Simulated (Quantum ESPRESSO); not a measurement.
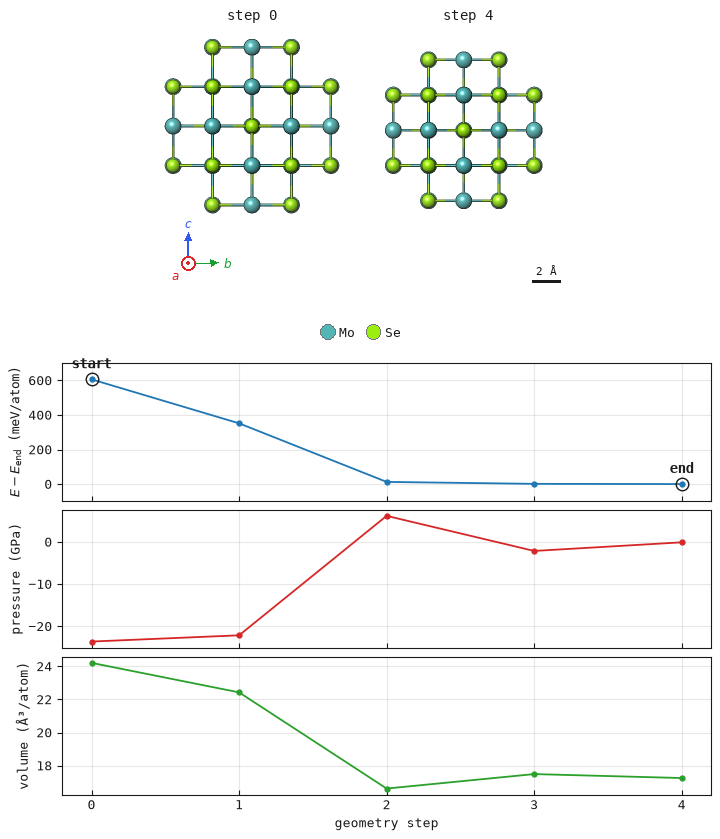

First and last geometry of a relaxation of a crystal of MoSe (a generated structure, set up in Fm-3m), with the history of the run. The picture is a ball-and-stick view of the conventional cell (4 times the calculation's cell), seen along the a axis. Lengths and directions refer to the drawn axes.

The run lets cell and atoms move.

The calculation used Kohn-Sham DFT of a periodic cell, PBE with D3(BJ), GBRV 1.5 PBE in Quantum ESPRESSO 7.5.

Input
```python
import numpy as np
from ase.calculators.espresso import Espresso, EspressoProfile
from ase.io import read

atoms = read('MoSe.cif')

input_data = {
    'control': {'calculation': 'scf', 'prefix': 'pwscf', 'outdir': './tmp', 'tprnfor': True, 'tstress': True, 'disk_io': 'low'},
    'system': {'ecutwfc': 45.0, 'ecutrho': 360.0, 'nbnd': 16, 'occupations': 'smearing', 'smearing': 'mv', 'degauss': 0.00367493, 'vdw_corr': 'grimme-d3', 'dftd3_version': 4},
    'electrons': {'conv_thr': 4e-10, 'electron_maxstep': 120, 'mixing_beta': 0.5},
}
pseudopotentials = {'Mo': 'mo_pbe_v1.uspp.F.UPF', 'Se': 'se_pbe_v1.uspp.F.UPF'}
profile = EspressoProfile(command='pw.x', pseudo_dir='pseudo')
dft = Espresso(profile=profile, input_data=input_data, pseudopotentials=pseudopotentials, kpts=(8, 8, 8), koffset=(0, 0, 0))
atoms.calc = dft

from ase.optimize import LBFGS
from ase.filters import FrechetCellFilter
done = LBFGS(FrechetCellFilter(atoms), trajectory='opt.traj').run(fmax=0.02, steps=30)
print('converged', done)
print('cell (A)', np.round(atoms.cell.cellpar(), 5))
print(f'energy {atoms.get_potential_energy():.8f} eV')
print('forces (eV/A)')
print(np.round(atoms.get_forces(), 6))
print('stress (eV/A^3, Voigt)')
print(np.round(atoms.get_stress(), 8))
print(f'Fermi level {dft.get_fermi_level():.4f} eV')
```

Run as
```bash
OMP_NUM_THREADS=1 python run.py
```

Q: Did the run converge, and what did it change?

A: It converged. Over 4 geometry steps the energy falls by 606 meV per atom. All forces vanish by symmetry, so only the cell relaxes. The pressure goes from −23.63 to −0.11 GPa. No atom moves by more than 0.005 Å relative to the cell. The volume changes by −28.8 %, with a = b = c 5.786 → 5.168 Å (−10.7 %). Near-neighbour distances that change, for instance: Mo–Se 2.893 → 2.584 Å. The space group stays Fm-3m (No. 225).

| step | E − E(0), meV/atom | pressure, GPa | volume, Å³/atom |
| --- | --- | --- | --- |
| 0 | 0.00 | -23.63 | 24.210 |
| 1 | -254.51 | -22.15 | 22.426 |
| 2 | -593.42 | 6.17 | 16.614 |
| 3 | -604.63 | -2.15 | 17.488 |
| 4 | -605.96 | -0.11 | 17.249 |
